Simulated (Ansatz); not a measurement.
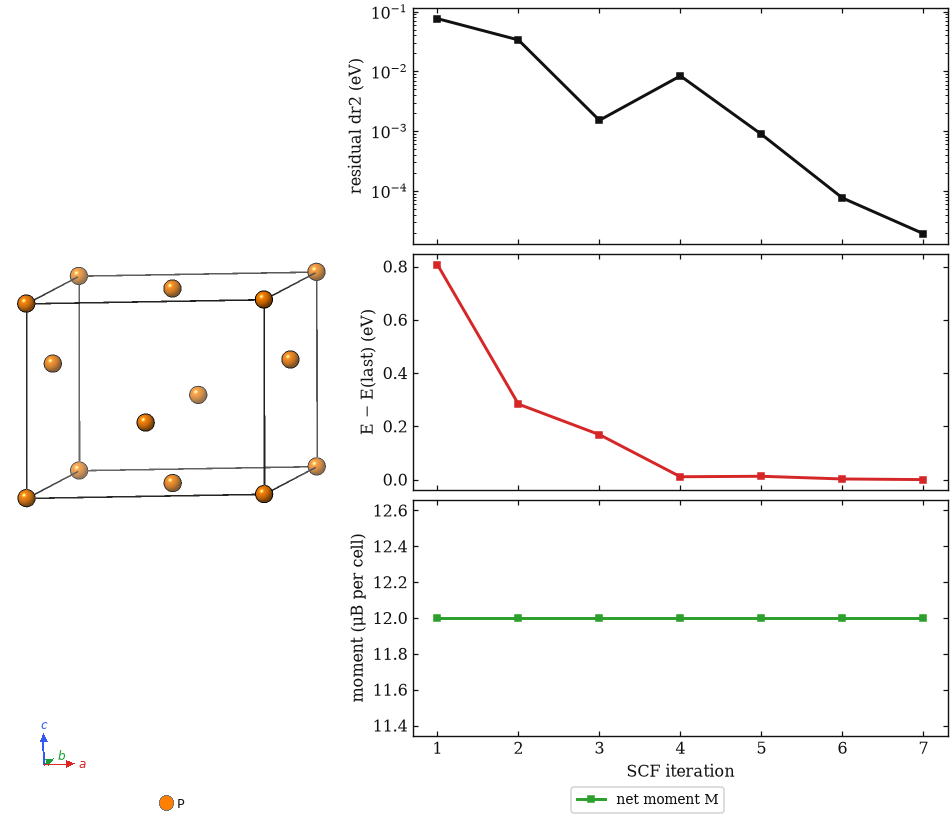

Beside the plot: the structure.

Figure. SCF iterations of a calculation: density residual dr2, Harris–Foulkes energy less its last value, magnetic moments. The run: P (P1, 4 atoms in the cell), by DFT r2SCAN, scalar-relativistic, plane waves, PAW in Ansatz 0.2.0; cutoff 500 eV, 4×4×4 k-mesh, Gaussian smearing of 0.05 eV, collinear spins. dr2 is the charge part; the magnetisation has a residual of its own.

It was still iterating, at step 7, when the time limit ended it. The residual is still falling at the last step (down to 1.9 × 10⁻⁵). The program keeps the magnetisation out of the quasi-Newton mixer until iteration 2 and then restarts the mixer with it. From the first spectrum the program read the system as an insulator and chose the Resta preconditioner. The residual starts near 0.08 and ends near 1.9 × 10⁻⁵ eV. The net moment stays at 12.0 μB per cell, though in an unconverged run this needn't be final.
